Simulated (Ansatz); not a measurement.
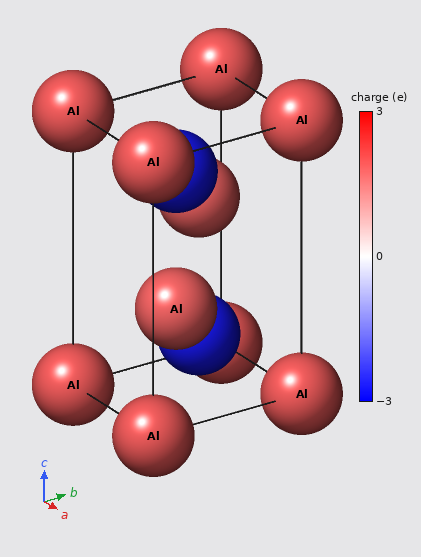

Drawn in the spheres-only manner and seen slightly off an axis. The parallelepiped is the simulation cell. The atoms of this Al$_{3}$Ni$_{2}$ cell are coloured by their Bader charge.

Computational set-up: DFT r2SCAN, scalar-relativistic, plane waves, PAW (Ansatz 0.2.0), cutoff 500 eV, the zone sampled with 12×12×8 points, Gaussian smearing of 0.1 eV, no spin polarisation (a spin-restricted run, not always the ground state).

What charges do the elements carry?

Most positive: Al; most negative: Ni. Charges: about Al +1.7 to +1.8 e; Ni -2.7 e.

It goes back to a structure listed in the Materials Project. Earlier steps of the study may have refined or changed the cell and positions. It went into a calculation with Ansatz.
